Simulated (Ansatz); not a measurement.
Geometry relaxation, with input and output: Ta23N24 (part 1 of 5)

- system: Ta23N24 (defect cell, 47 atoms in the cell)
- method: DFT PBE, scalar-relativistic, plane waves, PAW, spin-polarised (Ansatz 0.2.0)

The structure derives from an entry of the Crystallography Open Database. The run did not end well.

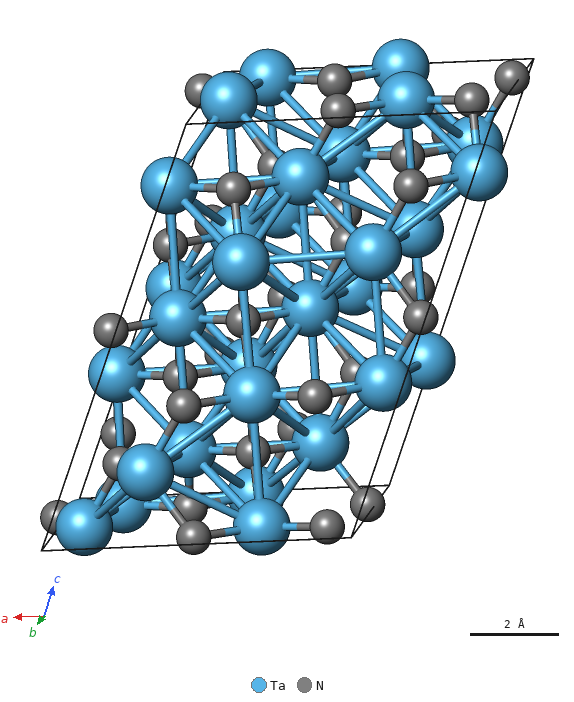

Fig. 1: The input geometry (ball-and-stick view of the cell of the calculation, seen at an oblique angle). An atom can appear more than once, as a periodic image.

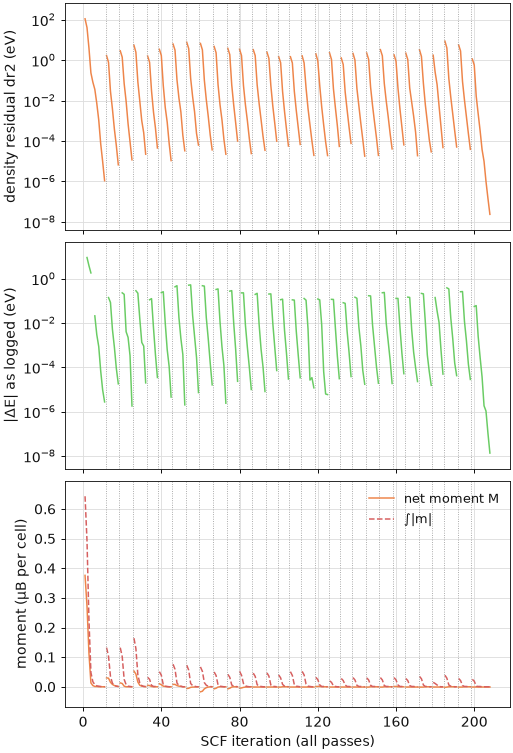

Fig. 2: Convergence of the self-consistent field: density residual dr2, size of the energy change and magnetic moment against the SCF iteration. The dotted lines part the SCF passes of the relaxation: geometry steps, rejected trials and re-solves on a re-selected basis. The 30 passes take 6 to 11 iterations each, 208 in all. The net moment goes from 0.4 to 0.0 μB per cell, and ∫|m| falls to zero.

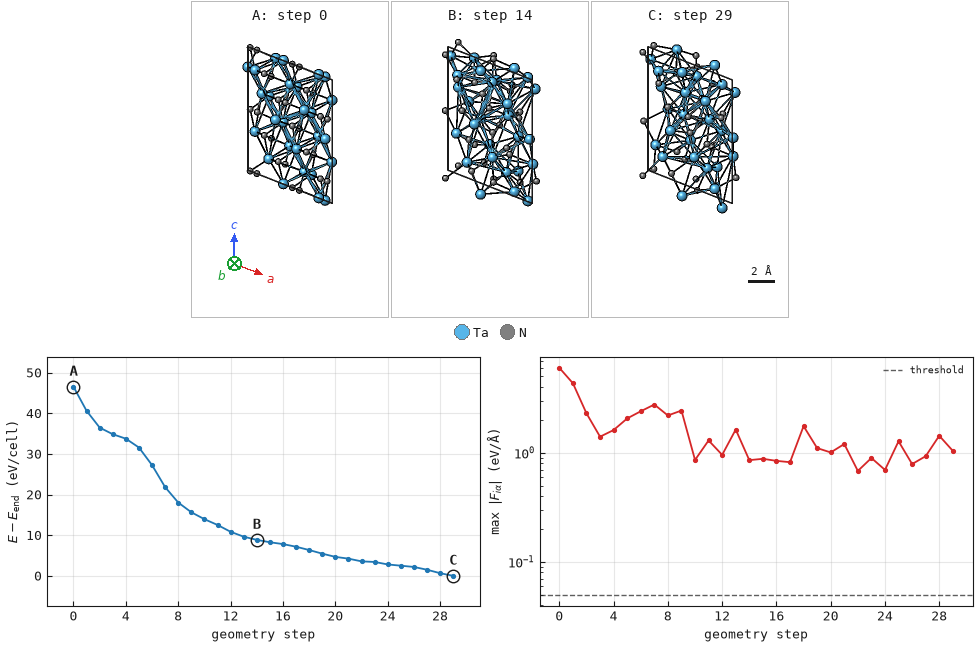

Fig. 3: Frames of the relaxation (ball-and-stick view of the cell of the calculation, along the b axis) above the curves, on which the letters mark them (the first geometry is step 0 here and step 1 in the log).

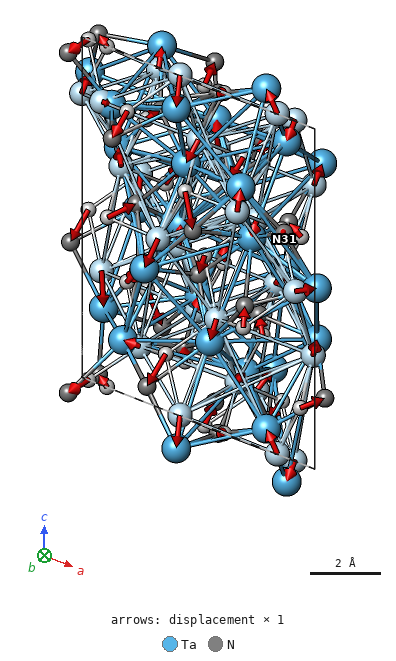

Fig. 4: Start (faint) and end (solid) with the displacements as red arrows, at true length (ball-and-stick view of the cell of the calculation, along the b axis). The relaxation stopped without meeting its thresholds, so the last structure isn't shown to be converged. After 29 geometry steps the energy has fallen by 46.529 eV per cell of the calculation. Largest force component: 6 eV/Å at the start, 1 eV/Å at the end. The largest move is that of N39, 1.18 Å. By element the largest moves are N 1.18 Å, Ta 1.10 Å. The cell doesn't change. Among the contacts that change: Ta23–N30 3.584 → 2.053 Å, Ta11–Ta15 4.343 → 2.818 Å, Ta4–N33 3.594 → 2.069 Å, Ta11–N39 3.583 → 2.059 Å. New bonds form: Ta10–N35 (3.05 → 2.22 Å), Ta10–Ta14 (4.30 → 3.01 Å), Ta11–N39 (3.58 → 2.06 Å), Ta11–Ta15 (4.34 → 2.82 Å). Bonds break: Ta18–Ta20 (3.05 → 4.36 Å), Ta5–Ta7 (3.08 → 4.30 Å), Ta9–Ta18 (3.08 → 4.26 Å), Ta9–Ta19 (2.99 → 4.34 Å). Among the angles that change: Ta9–N33–Ta18 107.9° → 174.1°, Ta18–N30–Ta20 111.0° → 176.5°, Ta5–N42–Ta7 111.4° → 176.3°. (Atoms are counted from 1 in the order of the input.)

The input and output of the run follow.

## Input
```yaml
crystal:
  lattice:
    - [-4.575, 2.641377, 4.94]
    - [4.575, -2.641377, 4.94]
    - [4.575, 7.924132, -4.94]
  atoms:
    - { symbol: Ta, position: [0.666666, 0.5, 0.166667] }
    - { symbol: Ta, position: [0.4942463631, 0.8366033491, 0.3303408163] }
    - { symbol: Ta, position: [-0.006374776, 0.3333025059, 0.3329232905] }
    - { symbol: Ta, position: [0.833333, 0.666667, 0.5] }
    - { symbol: Ta, position: [0.3256197733, 0.1599921157, 0.4953364392] }
    - { symbol: Ta, position: [0.166666, 0.5, 0.666667] }
    - { symbol: Ta, position: [0.666666, 0.0, 0.666667] }
    - { symbol: Ta, position: [0.5, 0.333334, 0.833333] }
    - { symbol: Ta, position: [-0.0025369935, 0.8267868058, 0.8346880435] }
    - { symbol: Ta, position: [0.8394559209, 0.1650487356, 0.0016652377] }
    - { symbol: Ta, position: [0.327838332, 0.6634948126, -0.005259841] }
    - { symbol: Ta, position: [0.245807206, 0.4088848804, 0.157613456] }
    - { symbol: Ta, position: [0.7524209235, 0.9153785972, 0.1660966087] }
    - { symbol: Ta, position: [0.5773808046, 0.2467151955, 0.3276200702] }
    - { symbol: Ta, position: [0.0827234141, 0.7592772212, 0.3359762462] }
    - { symbol: Ta, position: [0.916667, 0.083333, 0.5] }
    - { symbol: Ta, position: [0.416667, 0.583333, 0.5] }
    - { symbol: Ta, position: [0.25, 0.916666, 0.666667] }
    - { symbol: Ta, position: [0.75, 0.416666, 0.666667] }
    - { symbol: Ta, position: [0.583334, 0.75, 0.833333] }
    - { symbol: Ta, position: [0.083334, 0.25, 0.833333] }
    - { symbol: Ta, position: [0.9141620502, 0.5809008844, 0.0017863853] }
    - { symbol: Ta, position: [0.4203306212, 0.0853912801, 0.0023587069] }
    - { symbol: "N", position: [0.3589374795, 0.1868724695, 0.1657470087], spin: 0.5 }
    - { symbol: "N", position: [0.8594719618, 0.6919965913, 0.1620856195] }
    - { symbol: "N", position: [0.6925, 0.025834, 0.333333] }
    - { symbol: "N", position: [0.1925, 0.525834, 0.333333] }
    - { symbol: "N", position: [0.025833, 0.859167, 0.5] }
    - { symbol: "N", position: [0.525833, 0.359167, 0.5] }
    - { symbol: "N", position: [0.359166, 0.6925, 0.666667] }
    - { symbol: "N", position: [0.859166, 0.1925, 0.666667] }
    - { symbol: "N", position: [0.6925, 0.525834, 0.833333] }
    - { symbol: "N", position: [0.1925, 0.025834, 0.833333] }
    - { symbol: "N", position: [0.025833, 0.359167, 0.0] }
    - { symbol: "N", position: [0.525833, 0.859167, 0.0] }
    - { symbol: "N", position: [0.4425, 0.609166, 0.166667] }
    - { symbol: "N", position: [0.9379201155, 0.1085051968, 0.1629694182], spin: 0.5 }
    - { symbol: "N", position: [0.775834, 0.4425, 0.333333] }
    - { symbol: "N", position: [0.278924626, 0.9434628932, 0.3322883375], spin: 0.5 }
    - { symbol: "N", position: [0.109167, 0.275833, 0.5] }
    - { symbol: "N", position: [0.609167, 0.775833, 0.5] }
    - { symbol: "N", position: [0.4425, 0.109166, 0.666667] }
    - { symbol: "N", position: [0.9425, 0.609166, 0.666667] }
    - { symbol: "N", position: [0.775834, 0.9425, 0.833333] }
    - { symbol: "N", position: [0.275834, 0.4425, 0.833333] }
    - { symbol: "N", position: [0.1056295934, 0.7723711314, 0.0007156343], spin: 0.5 }
    - { symbol: "N", position: [0.609167, 0.275833, 0.0] }
magnetization:
  spin_polarized: true
basis:
  ecutwfc: 420
  fft_grid_basis: typed
kpoints:
  mp_grid: { grid: [2, 2, 2] }
hamiltonian:
  xc: pbe
  pseudopotentials: { kind: paw }
scf:
  occupations: { method: gaussian, width: 0.05 }
output:
  forces: true
  stress: false
  eigenvalues: false
  bader: false
  write_density: false
  volumetric_format: npy
  populations: true
relax:
  adjacent_minimum: "off"
  max_steps: 30
  f_tol: 0.05
```

Launched with:
```bash
ansatz run input.yaml --threads 8 --pin off --max-ram 16384MiB --backend cpu --events-out ev --progress --plain --runs-dir out
```

## Output
```
settings of this run that can trade accuracy for cost: output.eigenvalues: false. Do not mix this run's numbers with those of runs without the same settings; the input reference describes each key
Engine: ansatz 0.2.0, aarch64-unknown-linux-gnu
Pseudopotentials: kind: paw
Pseudopotential: Ta, paw, valence charge 13, recommended cutoff 420 eV (normal), Ta.paw.azcp
Pseudopotential: N, paw, valence charge 5, recommended cutoff 420 eV (normal), N.paw.azcp
Functional definition: PBE
  parameter kappa = 0.804
  parameter beta = 0.06672455060314922
  exchange = pbe_x(kappa = kappa, mu = beta*pi^2/3)
  correlation = pbe_c(beta = beta)
Crystal: 47 atoms, lattice volume = 477.572 Å³
Basis set: ecut = 420 eV, 9363 PW (Γ), exchange–correlation on 100×100×144 points (8 copies of the dense FFT grid, shifted against one another)
Bands: 258, of which v1, the nominal top of the filled ones, is band 210 counted from 1 (209 counted from 0)
Symmetry: 1 space group operations
Space group: P1 (ITA 1), of the structure as read, at distance tolerance 7.8e-5 Å
Magnetic group: BNS 1.1 (UNI 1), of the structure as read, at distance tolerance 7.8e-5 Å
k-points: 8
Non-local potential: Ta, projectors of the file, l = 0: 3, l = 1: 2, l = 2: 2, l = 3: 1
Non-local potential: N, projectors of the file, l = 0: 2, l = 1: 2, l = 2: 1
PAW form: soft (Blöchl's): semilocal exchange-correlation on the pseudo side does not see the compensation charge
PAW one-centre angular grid: Ta, 590 points (default); XC on 64 Gauss nodes
PAW one-centre angular grid: N, 110 points (default); XC on 64 Gauss nodes
Initial density: superposition of atomic densities (chi_scale 0.1, normalization cell, long waves kept (reshape's long-wave potential 0.20 eV rms))
Starting moments: Σ|m| = 2 μB on 4 of 47 sites
Initial wavefunctions: pseudopotential atomic-orbital guess
Functional: x = pbe(κ = 0.804, μ = 0.2195149727645171), c = pbe(β = 0.06672455060314922)
SCF iter   1: F=—  HF=-237633.890049 eV  |F-HF|=—  |Δ(HF+E_count)|=         —  Δρ=6.04e-2 (↑6.04e-2 ↓5.92e-2)  dr2=1.10e2  dr2_m=2.77e-1  M=0.376 μB ∫|m|=0.643 μB  β_m=0.30  ethr=3.10e-3  ⟨swp⟩=7.0  Hψ=16215  notcnv=0  defer=211
Mixer restart at iter 1: flushing history
preconditioner: auto → Kerker (q_TF=auto, 2.669 Å⁻¹)  [metal: Δε(μ)=0.018 eV  Ē_g=10.924 eV  σ=0.050 eV  W_gap=0.20  n_scr=154 (ndim 8)  ℏωp=26.0 eV  f_vac=0.000  D(μ)=25.83/eV (n_scr^D=260)]
spin=Collinear: Kerker preconditioning applied to the charge; magnetization (m = ρ↑ − ρ↓) channel mixes plain (no charge-response kernel on spin).
SCF iter   2: F=—  HF=-237624.854277 eV  |F-HF|=—  |Δ(HF+E_count)|=    9.04e0  Δρ=3.45e-2 (↑3.42e-2 ↓3.45e-2)  dr2=4.04e1  dr2_m=1.75e-1  M=0.272 μB ∫|m|=0.493 μB  β_m=0.49  ethr=3.10e-3  ⟨swp⟩=2.6  Hψ=6838  notcnv=0  defer=606
SCF iter   3: F=—  HF=-237628.711513 eV  |F-HF|=—  |Δ(HF+E_count)|=    3.86e0  Δρ=1.46e-2 (↑1.22e-2 ↓1.46e-2)  dr2=3.92e0  dr2_m=3.40e-2  M=0.113 μB ∫|m|=0.225 μB  β_m=0.74  ethr=3.10e-3  ⟨swp⟩=2.9  Hψ=6284  notcnv=0  defer=606
SCF iter   4: F=—  HF=-237630.529779 eV  |F-HF|=—  |Δ(HF+E_count)|=    1.82e0  Δρ=3.67e-3 (↑3.67e-3 ↓3.52e-3)  dr2=2.32e-1  dr2_m=2.91e-4  M=0.013 μB ∫|m|=0.048 μB  β_m=0.82  ethr=9.37e-4  ⟨swp⟩=3.1  Hψ=6699  notcnv=0  defer=609
SCF iter   5: F=—  HF=-237630.607758 eV  |F-HF|=—  |Δ(HF+E_count)|=         —  Δρ=1.33e-3 (↑1.33e-3 ↓1.32e-3)  dr2=8.06e-2  dr2_m=1.62e-5  M=0.004 μB ∫|m|=0.017 μB  β_m=0.82  ethr=5.55e-5  ⟨swp⟩=2.0  Hψ=5725  notcnv=0  defer=609
SCF iter   6: F=—  HF=-237630.628752 eV  |F-HF|=—  |Δ(HF+E_count)|=   2.10e-2  Δρ=7.52e-4 (↑7.08e-4 ↓7.52e-4)  dr2=3.57e-2  dr2_m=1.17e-5  M=0.001 μB ∫|m|=0.007 μB  β_m=0.91  ethr=1.92e-5  ⟨swp⟩=2.0  Hψ=4210  notcnv=0  defer=609
SCF iter   7: F=—  HF=-237630.631731 eV  |F-HF|=—  |Δ(HF+E_count)|=   2.98e-3  Δρ=3.35e-4 (↑3.25e-4 ↓3.35e-4)  dr2=7.24e-3  dr2_m=3.34e-6  M=0.001 μB ∫|m|=0.003 μB  β_m=0.95  ethr=8.52e-6  ⟨swp⟩=2.0  Hψ=5692  notcnv=0  defer=609
SCF iter   8: F=—  HF=-237630.630869 eV  |F-HF|=—  |Δ(HF+E_count)|=   8.61e-4  Δρ=2.07e-4 (↑2.07e-4 ↓2.02e-4)  dr2=1.09e-3  dr2_m=9.49e-7  M=0.000 μB ∫|m|=0.002 μB  β_m=0.93  ethr=1.73e-6  ⟨swp⟩=2.0  Hψ=5859  notcnv=0  defer=609
SCF iter   9: F=—  HF=-237630.630801 eV  |F-HF|=—  |Δ(HF+E_count)|=   6.84e-5  Δρ=5.67e-5 (↑5.67e-5 ↓5.57e-5)  dr2=7.40e-5  dr2_m=4.26e-8  M=0.000 μB ∫|m|=0.001 μB  β_m=0.97  ethr=2.59e-7  ⟨swp⟩=2.0  Hψ=6006  notcnv=0  defer=609
SCF iter  10: F=—  HF=-237630.630810 eV  |F-HF|=—  |Δ(HF+E_count)|=   9.55e-6  Δρ=1.80e-5 (↑1.77e-5 ↓1.80e-5)  dr2=9.65e-6  dr2_m=6.76e-9  M=0.000 μB ∫|m|=0.000 μB  β_m=0.98  ethr=1.77e-8  ⟨swp⟩=2.0  Hψ=5781  notcnv=0  defer=609
SCF iter  11: F=-237630.630813 eV  HF=-237630.630813 eV  |F-HF|=7.64e-8  |Δ(HF+E_count)|=   2.73e-6  Δρ=6.49e-6 (↑6.49e-6 ↓6.34e-6)  dr2=1.08e-6  dr2_m=1.09e-9  M=0.000 μB ∫|m|=0.000 μB  ethr=2.30e-9  ⟨swp⟩=1.0  Hψ=9909  notcnv=0
WARN: the starting moments were not kept: the SCF closed with an absolute magnetisation of 6.6e-5 μB, where they sum to 2 μB in size (4 sites). That is at most 0.1 of that sum. Measured as dr2_m measures the in/out step, that magnetisation stands 2.1e-10 eV from none, at or under the dr2_threshold of 6.3e-5 eV: it is no larger than a step whose dr2_m would equal this threshold. The system may hold no moment; this SCF shows only that its start led to no more than that. To try another start: raise the starting moments (crystal.atoms[].spin, magnetization.per_species, magnetization.initial_magnetization, or on a non-collinear deck that types none of these the spinor_matrix: blocks that start its atoms; where the total moment is fixed, keep their sum and leave initial_magnetization as it is; typed ones take the place of any that the run laid by itself, positive ones on a crystal's lanthanoids without a Hubbard term where scf.initial_density.shell_occupations: [] is typed) or, if the notice of its spin-set hold's release reads "site moments contracting" or "site moments show no strong build", lengthen the hold (scf.mixing.spin_hold: { on: { confirm: 4 } }; for m-r²SCAN on two components see the key's manual first). Each may lead to a state that holds a moment. A second SCF, from the converged charge density, with the starting moments and any scf.initial_density.shell_occupations laid on it anew, would have followed, and was not run: the deck does not ask for one (magnetization.retry_lost_moments is false, the default). To let it run, set magnetization.retry_lost_moments: true and run the deck again, where that key's refused combinations let it; where memory then withholds it, that run's warning says so.
SCF 1 converged in 11 iterations: F = -237630.630813 eV  dr2 = 1.08e-6
  greatest PAW one-centre occupation: 1.000 electrons in one spin orbital (limit 2), on the Ta atom at site 9 (counted from 0), in its partial waves of l = 0
relax step   1: F+E_penalty+E_count = -237630.63081309 eV  Δ(F+E_penalty+E_count) = +0.000e0 eV  max|allowed force component| = 5.997e0 eV/Å  Δτ_max = 0.0000 Å  (11 SCF iters, dr2 threshold 6.25e-5 eV, accepted)
Initial density: handed on by an earlier stage of this run
Starting moments: Σ|m| = 2 μB on 4 of 47 sites; this step starts from the density that it was given
Initial wavefunctions: those handed on with the density
iter 1 solved again at ethr=3.96e-4 eV; its pass at ethr=3.10e-3 eV (dr2=1.66e0 eV) is discarded
SCF iter   1: F=—  HF=-237636.782377 eV  |F-HF|=—  |Δ(HF+E_count)|=         —  Δρ=9.40e-3 (↑7.38e-3 ↓9.40e-3)  dr2=1.66e0  dr2_m=3.89e-2  M=0.030 μB ∫|m|=0.132 μB  β_m=0.30  ethr=3.96e-4  ⟨swp⟩=1.4  Hψ=13891  notcnv=0  defer=607
preconditioner: auto → Kerker (q_TF=auto, 2.669 Å⁻¹)  [metal: Δε(μ)=0.026 eV  Ē_g=10.271 eV  σ=0.050 eV  W_gap=0.27  n_scr=154 (ndim 8)  ℏωp=26.0 eV  f_vac=0.000  D(μ)=23.63/eV (n_scr^D=204)]
spin=Collinear: Kerker preconditioning applied to the charge; magnetization (m = ρ↑ − ρ↓) channel mixes plain (no charge-response kernel on spin).
SCF iter   2: F=—  HF=-237636.640942 eV  |F-HF|=—  |Δ(HF+E_count)|=   1.41e-1  Δρ=6.51e-3 (↑4.99e-3 ↓6.51e-3)  dr2=7.72e-1  dr2_m=2.20e-2  M=0.029 μB ∫|m|=0.103 μB  β_m=0.60  ethr=3.96e-4  ⟨swp⟩=1.0  Hψ=4128  notcnv=0  defer=618
SCF iter   3: F=—  HF=-237636.556572 eV  |F-HF|=—  |Δ(HF+E_count)|=   8.44e-2  Δρ=1.17e-3 (↑1.17e-3 ↓1.11e-3)  dr2=2.85e-2  dr2_m=8.31e-4  M=0.015 μB ∫|m|=0.035 μB  β_m=0.70  ethr=1.84e-4  ⟨swp⟩=2.0  Hψ=5283  notcnv=0  defer=630
SCF iter   4: F=—  HF=-237636.561723 eV  |F-HF|=—  |Δ(HF+E_count)|=   5.15e-3  Δρ=4.27e-4 (↑4.27e-4 ↓3.69e-4)  dr2=3.88e-3  dr2_m=2.35e-5  M=0.008 μB ∫|m|=0.012 μB  β_m=0.81  ethr=6.79e-6  ⟨swp⟩=2.1  Hψ=6190  notcnv=0  defer=626
SCF iter   5: F=—  HF=-237636.560913 eV  |F-HF|=—  |Δ(HF+E_count)|=   8.11e-4  Δρ=1.20e-4 (↑1.13e-4 ↓1.20e-4)  dr2=3.85e-4  dr2_m=1.24e-6  M=0.004 μB ∫|m|=0.005 μB  β_m=0.91  ethr=9.25e-7  ⟨swp⟩=2.0  Hψ=5694  notcnv=0  defer=626
SCF iter   6: F=—  HF=-237636.561002 eV  |F-HF|=—  |Δ(HF+E_count)|=   8.88e-5  Δρ=4.90e-5 (↑4.83e-5 ↓4.90e-5)  dr2=5.84e-5  dr2_m=1.72e-7  M=0.002 μB ∫|m|=0.002 μB  β_m=0.95  ethr=9.18e-8  ⟨swp⟩=2.1  Hψ=6028  notcnv=0  defer=624
SCF iter   7: F=-237636.561016 eV  HF=-237636.561020 eV  |F-HF|=3.49e-6  |Δ(HF+E_count)|=   1.79e-5  Δρ=1.70e-5 (↑1.68e-5 ↓1.70e-5)  dr2=6.60e-6  dr2_m=1.65e-8  M=0.001 μB ∫|m|=0.001 μB  ethr=1.39e-8  ⟨swp⟩=2.0  Hψ=11331  notcnv=0
the starting moments were not kept: the SCF closed with an absolute magnetisation of 9.8e-4 μB, where they sum to 2 μB in size (4 sites). That is at most 0.1 of that sum. Measured as dr2_m measures the in/out step, that magnetisation stands 1.3e-8 eV from none, at or under the dr2_threshold of 1.0e-4 eV: it is no larger than a step whose dr2_m would equal this threshold.
SCF 2 converged in 7 iterations: F = -237636.561016 eV  dr2 = 6.60e-6
```
